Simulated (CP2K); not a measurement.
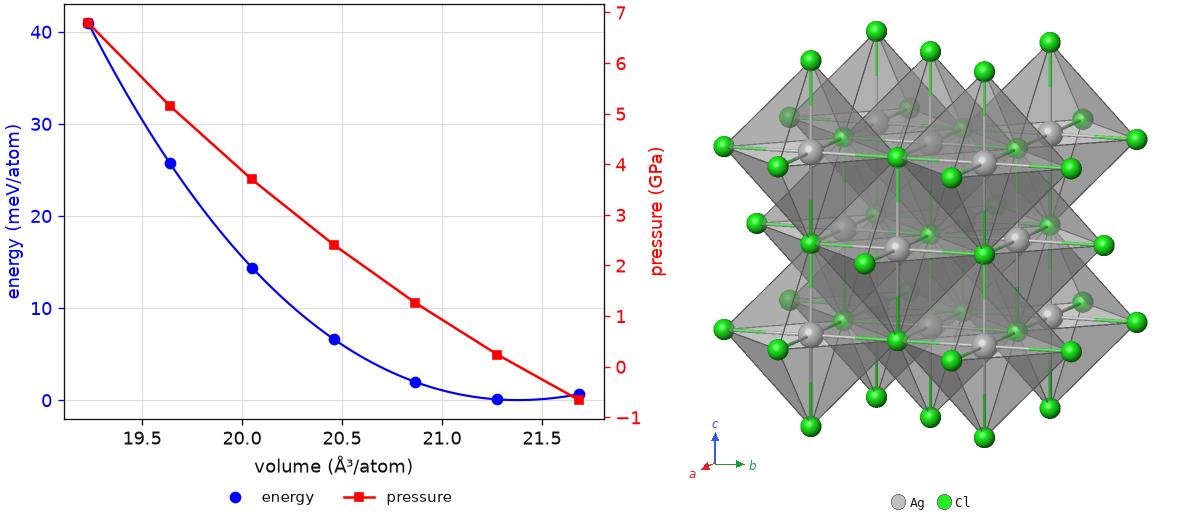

Plotted: energy and pressure against volume for AgCl, space group Fm-3m (No. 225). The conventional cell is drawn beside the plot.

Structure:
```xyz
2
Lattice="3.8679 0.0000 0.0000 1.9339 3.3497 0.0000 1.9339 1.1166 3.1581" Properties=species:S:1:pos:R:3 pbc="T T T"
Ag    0.0000    0.0000    0.0000
Cl    3.8679    2.2331    1.5791
```

How it was computed, with CP2K 2026.2: DFT in Gaussian orbitals with a plane-wave density, no spin polarisation; energies at scaled volumes of the given cell, shape and fractions fixed, counted from the fit's minimum, third-order Birch-Murnaghan fit. Level: rev-vdW-DF2.

k mesh 8×8×8; occupations Fermi–Dirac; smearing width 0.1 eV; potentials GTH PBE with UZH TZVP basis; density cutoff 6123 eV; program settings ngrids 4, rel cutoff ry 60, cutoff ry 450, basis sets Ag TZVP-MOLOPT-PBE-GTH-q11, basis sets Cl TZVP-MOLOPT-PBE-GTH-q7.

What equilibrium volume and bulk modulus follow from the curve?

A third-order Birch–Murnaghan fit gives V0 = 21.38 Å³/atom, B0 = 48.8 GPa and B′ = 5.2.

How does the pressure vary with volume?

It falls from 6.79 GPa at volume 19.23 Å³/atom to −0.66 GPa at 21.69 Å³/atom, and changes sign near 21.39 Å³/atom.
